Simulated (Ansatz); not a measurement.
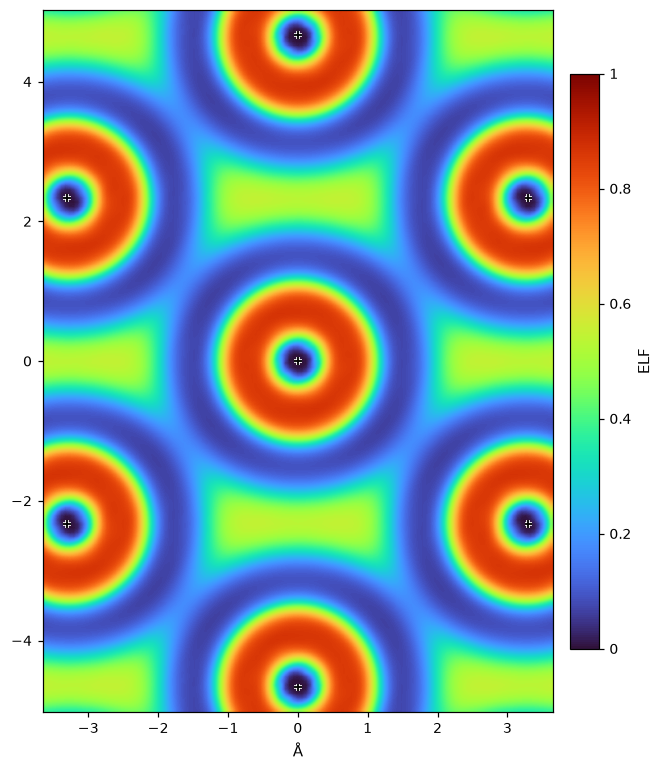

The ELF on a plane through atoms (crosses mark nuclei in the plane).

Computed with DFT PBEsol, scalar-relativistic, plane waves, PAW (Ansatz 0.2.0).

Candidates:
A. Sr, a = 6.60 Å, b = 6.60 Å, c = 6.60 Å, α = 60.00°, β = 60.00°, γ = 60.00°. Space group Im-3m.
B. CuI, a = 4.02 Å, b = 4.16 Å, c = 6.31 Å, α = 90.00°, β = 90.00°, γ = 90.00°. Space group Pmmn; a structure from a database of computed crystals, not necessarily the ambient phase; changed on purpose from its base cell (uniaxial strain along a, b, c and atoms relaxed: +4.0 %); computed without spin polarisation.

### Which system is this?

Candidate A: Sr on the (11̄0) plane of the calculation cell, which holds Sr. Sr–Sr (4.04 Å): the ELF is about 0.20 at the midpoint; no localised pair shows between them.
